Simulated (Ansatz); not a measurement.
## Ta: single-point calculation

The run: single-point calculation of Ta (slab, 4 atoms in the cell). Method and program: DFT, LDA, paw_fr, spin-orbit coupling, PAW set soft_1 (Ansatz 0.2.0).

The structure derives from an entry of the Crystallography Open Database. Figures and captions count atoms from 1; the log counts them from 0 in places.

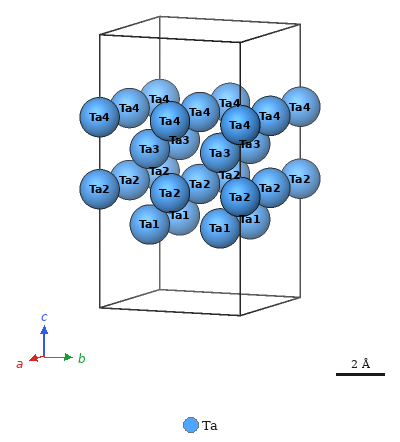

Fig. 1: The input geometry (spheres-only view of the 2 × 2 repeat of the cell, with the vacuum cut short, seen slightly off an axis; atoms are numbered from 1 in the order of the input). An atom can appear more than once, as a periodic image.

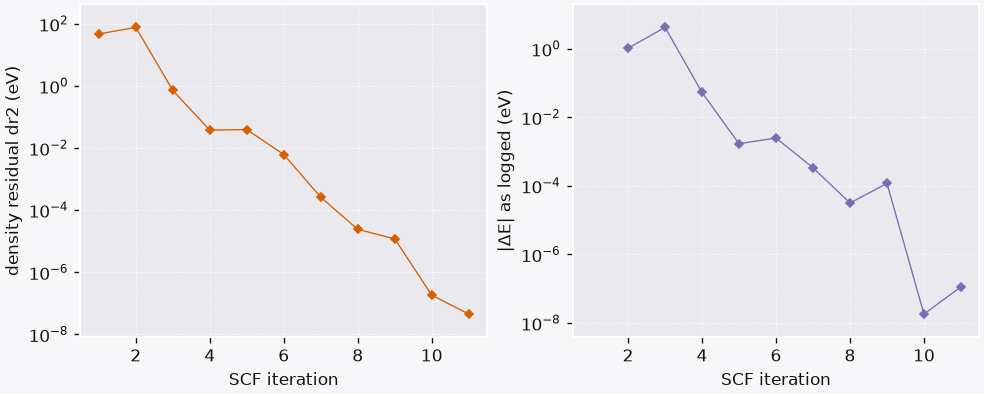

Fig. 2: Convergence of the self-consistent field: density residual dr2 and size of the energy change against the SCF iteration. The residual falls almost steadily, with no more than small rises.

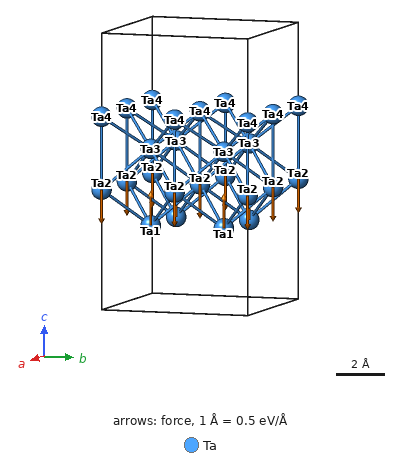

Fig. 3: Forces on the atoms as orange arrows (ball-and-stick view of the 2 × 2 repeat of the cell, with the vacuum cut short, seen slightly off an axis; atoms are numbered from 1 in the order of the input); the smallest are left out. The largest act on Ta1, Ta2 (0.74 eV/Å). The geometry is not a stationary point of this energy.

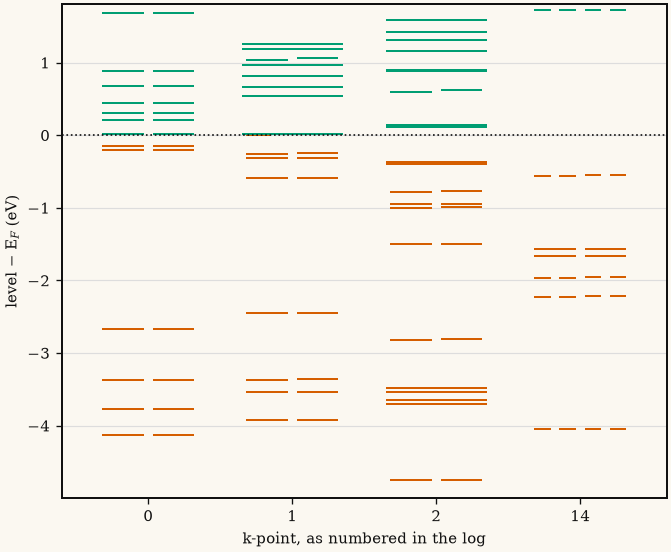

Fig. 4: Kohn–Sham levels near the Fermi level (dotted) at the few k-points that the log prints; levels within 0.02 eV of each other stand side by side. The system is metallic on the full mesh.

The input and output of the run follow.

**Input**
```yaml
crystal:
  lattice:
    - [3.2528501163, 0.0, 0.0]
    - [0.0, 3.2528501163, 0.0]
    - [0.0, 0.0, 20.2133955625]
  atoms:
    - { symbol: Ta, position: [0.5, 0.5, 0.1978885728] }
    - { symbol: Ta, position: [0.0, 0.0, 0.2783513062] }
    - { symbol: Ta, position: [0.5, 0.5, 0.3580225063] }
    - { symbol: Ta, position: [0.0, 0.0, 0.4310703531] }
basis:
  ecutwfc: 420
kpoints:
  mp_grid: { grid: [8, 8, 1] }
hamiltonian:
  xc: lda
  pseudopotentials: { kind: paw_fr, azcp: { folder: soft_1 } }
scf:
  occupations: { method: gaussian, width: 0.1 }
output:
  forces: true
  eigenvalues: true
efield:
  axis: 3
  dipole_correction: true
  ramp_width: 0.04
magnetization:
  noncollinear: true
  spin_orbit: true
```

Run as:
```bash
ansatz run input.yaml --threads 1 --pin off --max-ram 3072MiB --backend cpu --events-out ev --progress --plain --runs-dir out
```

**The program's output**
```
Warning: [file] the record states the generating functional pbe (its physics header spells it `PBE`), which answers neither for hamiltonian.xc's functional nor for the lda family's — results may be inconsistent (PPs are generated against a specific XC)
Engine: ansatz 0.2.0, x86_64-unknown-linux-gnu
Pseudopotentials: kind: paw_fr
Pseudopotential: Ta, paw, valence charge 13, recommended cutoff 420 eV (normal), [file]
Functional definition: SPW92
  exchange = slater_x
  correlation = pw_c
non-collinear run that drives no moment, with spin-orbit: no starting moment large enough to seed its density (crystal.atoms[].spin), no starting occupations that ask for one, no magnetisation constraint and no magnetic field, so the semilocal B_xc is pinned to zero
Crystal: 4 atoms, lattice volume = 213.879 Å³
Basis set: ecut = 420 eV, 4243 PW (Γ)
Bands: 64, of which v1, the nominal top of the filled ones, is band 52 counted from 1 (51 counted from 0)
Symmetry: 8 space group operations + 8 with time reversal
Space group: P4mm (ITA 99), of the structure as read, at distance tolerance 6.0e-5 Å
k-points: 15 of 64
Projection manifold: j_resolved (fully-relativistic pseudo-atomic orbitals)
Non-local potential: Ta, projectors of the file, resolved by j, l = 0: 3, l = 1: 4, l = 2: 4, l = 3: 2
PAW form: soft (Blöchl's): semilocal exchange-correlation on the pseudo side does not see the compensation charge
PAW frozen core: Ta, regenerated for the run's functional, and the local potential with it (the file was generated under x = pbe(κ = 0.804, μ = 0.2195149727645171), c = pbe(β = 0.06672455060314922))
PAW one-centre angular grid: Ta, 590 points (default); XC on 64 Gauss nodes
Initial density: superposition of atomic densities (neutral atoms: chi_scale 0, normalization atom)
Initial wavefunctions: pseudopotential atomic-orbital guess
Functional: x = slater, c = lda
SCF iter   1: F=—  HF=-38821.227327 eV  |F-HF|=—  |Δ(HF+E_count)|=         —  Δρ=4.85e-2  dr2=4.71e1  dr2_m=0.00e0 (ungated)  ethr=3.10e-3  |M|=0.00e0 ∫|m|=0.00e0 μB  |m|>n=0.0e0 m-floor=0.0e0 τ_xc=0.0e0  β_m=1.00  p=0.000 e·Å  D=2.97e-7 V/Å  ΔV_dip=-0.00 eV  dr2_dipole=6.79e-1  V_vac-E_F(+/−)=7.38/7.38 eV  ⟨swp⟩=9.6  Hψ=5586  notcnv=0
efield: sawtooth ramp at fractional position 0.7945 (placed from the atoms, in the widest stretch of the axis that holds none; the zero of the levels goes with the place), width 0.0400; the density the first Hamiltonian is built on has a dipole p = 0.000 e·Å; the dipole correction subtracts the counter field D = 2.97e-7 V/Å, which shifts the + side's vacuum level by -0.00 eV against the − side's; the planar-averaged density in the ramp window peaks in size at 1.8e-6 e/Å³
preconditioner: auto → LDOS  [metal: Δε(μ)=0.036 eV  Ē_g=4.644 eV  σ=0.100 eV  W_gap=0.20  n_scr=40 (ndim 8)  ℏωp=11.4 eV  f_vac=0.556  D(μ)=4.62/eV (n_scr^D=24)  β→1.0]
spin=Noncollinear: LDOS preconditioning applied to the charge; magnetization (m_x, m_y, m_z) channels mix plain (no charge-response kernel on spin).
SCF iter   2: F=—  HF=-38820.200594 eV  |F-HF|=—  |Δ(HF+E_count)|=    1.03e0  Δρ=5.42e-2  dr2=7.67e1  dr2_m=0.00e0 (ungated)  ethr=3.10e-3  |M|=0.00e0 ∫|m|=0.00e0 μB  |m|>n=0.0e0 m-floor=0.0e0 τ_xc=0.0e0  β_m=0.53  p=-0.149 e·Å  D=-1.26e-1 V/Å  ΔV_dip=2.55 eV  dr2_dipole=9.92e0  V_vac-E_F(+/−)=2.54/-0.00 eV  ⟨swp⟩=8.5  Hψ=3593  notcnv=0  defer=57
SCF iter   3: F=—  HF=-38815.998151 eV  |F-HF|=—  |Δ(HF+E_count)|=    4.20e0  Δρ=1.26e-2  dr2=7.12e-1  dr2_m=0.00e0 (ungated)  ethr=3.10e-3  |M|=0.00e0 ∫|m|=0.00e0 μB  |m|>n=0.0e0 m-floor=0.0e0 τ_xc=0.0e0  β_m=0.71  p=-0.073 e·Å  D=-6.15e-2 V/Å  ΔV_dip=1.24 eV  dr2_dipole=1.03e-1  V_vac-E_F(+/−)=4.31/3.08 eV  ⟨swp⟩=5.2  Hψ=2474  notcnv=0  defer=51
SCF iter   4: F=—  HF=-38815.945394 eV  |F-HF|=—  |Δ(HF+E_count)|=   5.28e-2  Δρ=2.99e-3  dr2=3.75e-2  dr2_m=0.00e0 (ungated)  ethr=1.37e-3  |M|=0.00e0 ∫|m|=0.00e0 μB  |m|>n=0.0e0 m-floor=0.0e0 τ_xc=0.0e0  β_m=0.73  p=-0.038 e·Å  D=-3.24e-2 V/Å  ΔV_dip=0.66 eV  dr2_dipole=1.62e-2  V_vac-E_F(+/−)=4.21/3.56 eV  ⟨swp⟩=3.1  Hψ=1423  notcnv=0  defer=54
SCF iter   5: F=—  HF=-38815.943702 eV  |F-HF|=—  |Δ(HF+E_count)|=   1.69e-3  Δρ=1.22e-3  dr2=3.93e-2  dr2_m=0.00e0 (ungated)  ethr=7.22e-5  |M|=0.00e0 ∫|m|=0.00e0 μB  |m|>n=0.0e0 m-floor=0.0e0 τ_xc=0.0e0  β_m=0.77  p=-0.016 e·Å  D=-1.33e-2 V/Å  ΔV_dip=0.27 eV  dr2_dipole=2.38e-3  V_vac-E_F(+/−)=4.07/3.80 eV  ⟨swp⟩=2.5  Hψ=1400  notcnv=0  defer=51
SCF iter   6: F=—  HF=-38815.941218 eV  |F-HF|=—  |Δ(HF+E_count)|=   2.48e-3  Δρ=6.38e-4  dr2=6.14e-3  dr2_m=0.00e0 (ungated)  ethr=7.22e-5  |M|=0.00e0 ∫|m|=0.00e0 μB  |m|>n=0.0e0 m-floor=0.0e0 τ_xc=0.0e0  β_m=0.80  p=-0.000 e·Å  D=-1.62e-4 V/Å  ΔV_dip=0.00 eV  dr2_dipole=1.37e-5  V_vac-E_F(+/−)=4.13/4.12 eV  ⟨swp⟩=2.1  Hψ=1134  notcnv=0  defer=51
SCF iter   7: F=—  HF=-38815.940881 eV  |F-HF|=—  |Δ(HF+E_count)|=   3.36e-4  Δρ=1.56e-4  dr2=2.60e-4  dr2_m=0.00e0 (ungated)  ethr=1.18e-5  |M|=0.00e0 ∫|m|=0.00e0 μB  |m|>n=0.0e0 m-floor=0.0e0 τ_xc=0.0e0  β_m=0.79  p=0.006 e·Å  D=4.78e-3 V/Å  ΔV_dip=-0.10 eV  dr2_dipole=1.39e-7  V_vac-E_F(+/−)=4.09/4.18 eV  ⟨swp⟩=1.9  Hψ=1065  notcnv=0  defer=51
SCF iter   8: F=—  HF=-38815.940850 eV  |F-HF|=—  |Δ(HF+E_count)|=   3.14e-5  Δρ=4.51e-5  dr2=2.40e-5  dr2_m=0.00e0 (ungated)  ethr=4.99e-7  |M|=0.00e0 ∫|m|=0.00e0 μB  |m|>n=0.0e0 m-floor=0.0e0 τ_xc=0.0e0  β_m=0.82  p=0.008 e·Å  D=7.17e-3 V/Å  ΔV_dip=-0.15 eV  dr2_dipole=4.83e-6  V_vac-E_F(+/−)=4.07/4.22 eV  ⟨swp⟩=2.7  Hψ=1488  notcnv=0  defer=51
SCF iter   9: F=—  HF=-38815.940968 eV  |F-HF|=—  |Δ(HF+E_count)|=   1.18e-4  Δρ=2.26e-5  dr2=1.18e-5  dr2_m=0.00e0 (ungated)  ethr=4.61e-8  |M|=0.00e0 ∫|m|=0.00e0 μB  |m|>n=0.0e0 m-floor=0.0e0 τ_xc=0.0e0  β_m=0.82  p=0.009 e·Å  D=7.70e-3 V/Å  ΔV_dip=-0.16 eV  dr2_dipole=4.72e-7  V_vac-E_F(+/−)=4.07/4.23 eV  ⟨swp⟩=2.1  Hψ=1179  notcnv=0  defer=51
SCF iter  10: F=—  HF=-38815.940968 eV  |F-HF|=—  |Δ(HF+E_count)|=   1.81e-8  Δρ=5.31e-6  dr2=1.83e-7  dr2_m=0.00e0 (ungated)  ethr=2.27e-8  |M|=0.00e0 ∫|m|=0.00e0 μB  |m|>n=0.0e0 m-floor=0.0e0 τ_xc=0.0e0  β_m=0.81  p=0.009 e·Å  D=7.69e-3 V/Å  ΔV_dip=-0.16 eV  dr2_dipole=6.23e-9  V_vac-E_F(+/−)=4.07/4.23 eV  ⟨swp⟩=1.6  Hψ=971  notcnv=0  defer=51
SCF iter  11: F=-38815.940968 eV  HF=-38815.940968 eV  |F-HF|=3.41e-8  |Δ(HF+E_count)|=   1.13e-7  Δρ=2.05e-6  dr2=4.49e-8  dr2_m=0.00e0 (ungated)  ethr=1.92e-10  |M|=0.00e0 ∫|m|=0.00e0 μB  |m|>n=0.0e0 m-floor=0.0e0 τ_xc=0.0e0  p=0.009 e·Å  D=7.69e-3 V/Å  ΔV_dip=-0.16 eV  dr2_dipole=4.33e-9  V_vac-E_F(+/−)=4.07/4.23 eV  ⟨swp⟩=20.2  Hψ=5335  notcnv=0
SCF 1 converged in 11 iterations: F = -38815.940968 eV  dr2 = 4.49e-8
  greatest PAW one-centre occupation: 0.999 electrons in one spin orbital (limit 2), on the Ta atom at site 1 (counted from 0), in its partial waves of l = 0
SCF converged after 11 iterations
Magnetization: |M| = 0.0000 μB,  M = (+0.0000, +0.0000, +0.0000) μB
Absolute magnetization: 0.0000 μB (∫|m|)
  site 0: m = (+0.0000, +0.0000, +0.0000) μB, |m| = 0.0000 μB  (R = 1.16 Å)
  site 1: m = (+0.0000, +0.0000, +0.0000) μB, |m| = 0.0000 μB  (R = 1.16 Å)
  site 2: m = (+0.0000, +0.0000, +0.0000) μB, |m| = 0.0000 μB  (R = 1.13 Å)
  site 3: m = (+0.0000, +0.0000, +0.0000) μB, |m| = 0.0000 μB  (R = 1.13 Å)
Free energy (F): -38815.940968 eV
Harris-Foulkes:  -38815.940968 eV  (|F-HF|=3.41e-8)
Internal energy: -38815.912814 eV  (E = F + TS)
E sigma→0 (E₀):  -38815.926891 eV
Entropy (-TS):   -0.028154 eV (-7.039 meV/atom)
Fermi energy:    3.654753 eV
Dipole field:    D = 0.007778 V/Å  (p = 0.009194 e·Å, saw-weighted, corrected)
Work function:   Φ+ = 4.0696 eV   Φ− = 4.2268 eV
Levels:          The Fermi level and band energies are counted from a zero that moves with the ramp; work functions are not
--- Per-component energies (eV) ---
  E_band       = -1225.277571
  E_kinetic    = 1559.060656
  E_local      = -39293.552206  (includes V_loc(G=0)·N_el)
  E_nonlocal   = -20.662868
  E_hartree    = 18944.555702
  E_xc         = -1262.366238
  E_vxc        = -922.084385  (∫ρ·V_xc dr)
  E_paw        = -32311.587758  (= ΣΔE_a)
  E_vpaw       = -437.155184  (= ΣTr[D̂ρ^β])
  E_aug_tail   = 0.000290  (compensation charges beyond the density's cutoff)
  E_efield     = 0.000036  (sawtooth field / dipole correction)
  E_vefield    = -0.015084  (∫n·V_field dr)
  E_ewald      = 13567.564884
  E_core_change = 1.074690  (= ΣΔE_core)
  E_smearing   = -0.028154  (= −TS)
  E_closure    = -0.000000  (closes the sum)
  Σ components = -38815.940968   (vs F -38815.940968, Δ=0.00e0)
--- Forces (eV/Å), atoms counted from 1 ---
  atom   1  Ta    -0.00000000     0.00000000     0.73723047
  atom   2  Ta     0.00000000     0.00000000    -0.73720322
  atom   3  Ta     0.00000000     0.00000000    -0.03948343
  atom   4  Ta     0.00000000     0.00000000     0.03952409
  max |Σ_I F_I| component: 6.79e-5 eV/Å
--- Band table (eV; the first three rows and the last of 15) ---
  k-point 0: bands = ["-64.2969", "-64.2969", "-64.1213", "-64.1213", "-63.4239", "-63.4239", "-63.1675", "-63.1675", "-37.2126", "-37.2126", "-37.0727", "-37.0727", "-36.4212", "-36.4212", "-36.0429", "-36.0429", "-28.5248", "-28.5248", "-28.4158", "-28.4158", "-28.3971", "-28.3971", "-28.2958", "-28.2958", "-27.7887", "-27.7887", "-27.5954", "-27.5954", "-27.1538", "-27.1538", "-27.0341", "-27.0341", "-3.8694", "-3.8694", "-1.7758", "-1.7758", "-0.4749", "-0.4749", "-0.1097", "-0.1097", "0.2851", "0.2851", "0.9876", "0.9876", "3.4517", "3.4517", "3.5121", "3.5121", "3.6663", "3.6663", "3.8597", "3.8597", "3.9607", "3.9607", "4.0934", "4.0934", "4.3276", "4.3276", "4.5329", "4.5329", "5.3328", "5.3328", "5.5066", "5.5066"]
  k-point 1: bands = ["-64.2950", "-64.2950", "-64.1188", "-64.1188", "-63.4208", "-63.4208", "-63.1697", "-63.1697", "-37.2146", "-37.2145", "-37.0734", "-37.0722", "-36.4241", "-36.4236", "-36.0661", "-36.0649", "-28.5305", "-28.5298", "-28.4318", "-28.4206", "-28.3945", "-28.3852", "-28.3206", "-28.3163", "-27.7763", "-27.7711", "-27.6262", "-27.6212", "-27.1683", "-27.1618", "-27.0738", "-27.0696", "-3.5320", "-3.5290", "-1.5570", "-1.5534", "-0.2656", "-0.2635", "0.1179", "0.1230", "0.2900", "0.3017", "1.2046", "1.2071", "3.0608", "3.0725", "3.3453", "3.3456", "3.3987", "3.4132", "3.6578", "3.6657", "3.6776", "3.6782", "4.1907", "4.3138", "4.4700", "4.6173", "4.6929", "4.7124", "4.8381", "4.9074", "5.8681", "5.8935"]
  k-point 2: bands = ["-64.2903", "-64.2903", "-64.1126", "-64.1125", "-63.4132", "-63.4132", "-63.1751", "-63.1751", "-37.2196", "-37.2194", "-37.0739", "-37.0722", "-36.4271", "-36.4264", "-36.1248", "-36.1231", "-28.5506", "-28.5474", "-28.4526", "-28.4238", "-28.4180", "-28.4110", "-28.3441", "-28.3173", "-27.7707", "-27.7391", "-27.6905", "-27.6609", "-27.2296", "-27.2063", "-27.1479", "-27.1300", "-2.6165", "-2.6092", "-1.0917", "-1.0866", "-0.0483", "0.0091", "0.1222", "0.1783", "0.8412", "0.8473", "2.1574", "2.1604", "2.6514", "2.6692", "2.7069", "2.7124", "2.8781", "2.8914", "3.2617", "3.2926", "3.7674", "3.8008", "4.2556", "4.2731", "4.5338", "4.5603", "4.8092", "4.9731", "5.0739", "5.2416", "5.9600", "5.9729"]
  k-point 14: bands = ["-64.2745", "-64.2745", "-64.0942", "-64.0942", "-63.3915", "-63.3915", "-63.1732", "-63.1732", "-37.2603", "-37.2603", "-37.1098", "-37.1098", "-36.4520", "-36.4520", "-36.2654", "-36.2654", "-28.5960", "-28.5960", "-28.5577", "-28.5577", "-28.5056", "-28.5056", "-28.4805", "-28.4805", "-27.8689", "-27.8689", "-27.8442", "-27.8442", "-27.3214", "-27.3214", "-27.3073", "-27.3073", "-0.3961", "-0.3961", "-0.3933", "-0.3933", "1.4302", "1.4302", "1.4461", "1.4461", "1.6943", "1.6943", "1.7086", "1.7086", "1.9911", "1.9911", "2.0919", "2.0919", "3.0906", "3.0906", "3.1021", "3.1021", "5.3807", "5.3807", "5.3852", "5.3852", "6.3185", "6.3185", "6.3311", "6.3311", "6.4669", "6.4669", "6.5068", "6.5068"]
```

**Summary**

| quantity | value |
| --- | --- |
| outcome | converged |
| electrons treated | 52 |
| free energy | −38815.9410 eV |
| Fermi energy | 3.655 eV |
| gap on the k-point mesh | none (metallic) |
| net moment of the cell | 0.00 μB |
| integrated absolute moment | 0.00 μB |
| largest force (length of the vector) | 0.737 eV/Å |
| hardware | 1 thread of Intel Xeon (Granite Rapids), 32 GiB of memory available, shared host |
| wall time | 39 s |
| peak memory | 0.86 GiB |

**Remarks**

Settings chosen away from the usual ones: hamiltonian.pseudopotentials set to {"kind": "paw_fr"}; magnetization set to {"noncollinear": true, "spin_orbit": true}. Notes on the run: the PAW datasets were made with another functional.
